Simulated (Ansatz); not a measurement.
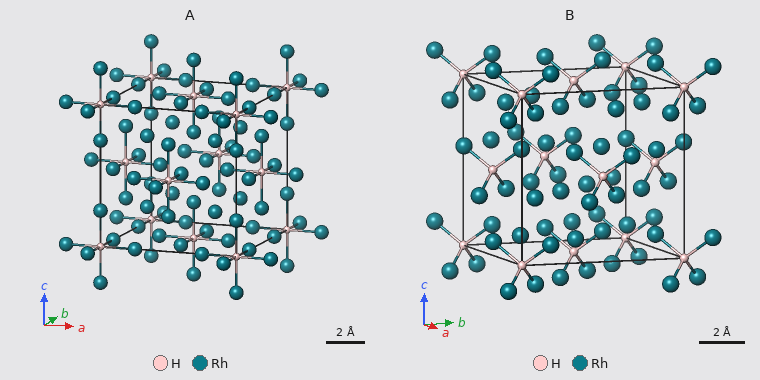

Two structures of HRh$_{8}$, each relaxed to rest (conventional cells in solid outline, small ones repeated, not to one scale). Method: Ansatz, DFT PBE, scalar-relativistic, plane waves, PAW, without spin polarisation.

### Name structures A and B.

A: 36 atoms a cell on a face-centred cubic lattice, Fm-3m. B: 36 atoms a cell on a face-centred cubic lattice, F-43m.

### Compare their energies: which is lower?

A is lower, by 33 meV/atom at this level of theory (energies at zero smearing). Volumes: A 12.8, B 12.9 Å³/atom.
